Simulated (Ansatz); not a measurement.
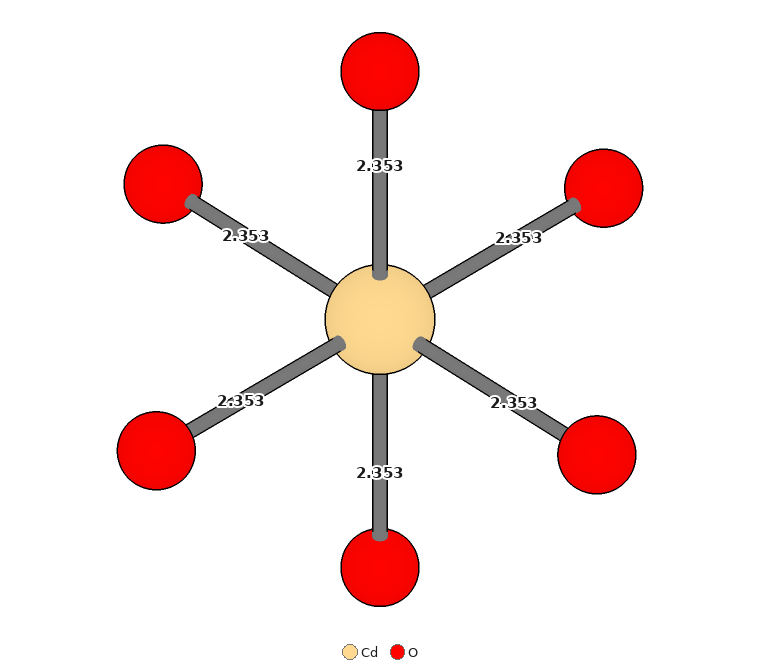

The surroundings of site Cd1 (at 0.000, 0.000, 0.000) in CdO (Fm-3m), with bond lengths in Å.

Origin of the cell: a calculation's input that goes back to an entry of the Crystallography Open Database (an earlier step may have relaxed or displaced it).

```xyz
8
Lattice="4.7060 0.0000 0.0000 0.0000 4.7060 0.0000 0.0000 0.0000 4.7060" Properties=species:S:1:pos:R:3 pbc="T T T"
Cd    0.0000    0.0000    0.0000
O     2.3530    0.0000    0.0000
Cd    0.0000    2.3530    2.3530
O     2.3530    2.3530    2.3530
Cd    2.3530    0.0000    2.3530
O     0.0000    0.0000    2.3530
Cd    2.3530    2.3530    0.0000
O     0.0000    2.3530    0.0000
```

Bond valence s = exp((R0 − d)/b), R0 fitted to published crystal structures with b = 0.37 Å; R0 in Å: Cd2+–O 1.893.

**Calculate the bond-valence sum of Cd1 from the bonds drawn.**

6 × 0.288 = 1.73 v.u., against a formal valence of 2: underbonded (bonds long for this ion) by 0.27.

**And over the whole structure?**

| site | x, y, z | formal valence | bond-valence sum | difference |
| --- | --- | --- | --- | --- |
| Cd1 | 0.000, 0.000, 0.000 | +2 | 1.75 | -0.25 |
| O1 | 0.500, 0.000, 0.000 | −2 | 1.75 | -0.25 |

These sums include all anions within 5 Å. The global instability index (root mean square of the differences over all atoms) is 0.25 v.u.: above 0.2, which by the usual rule of thumb marks a strained structure. The cell was not relaxed for this table, and a volume that is off by a few per cent shifts all sums together.
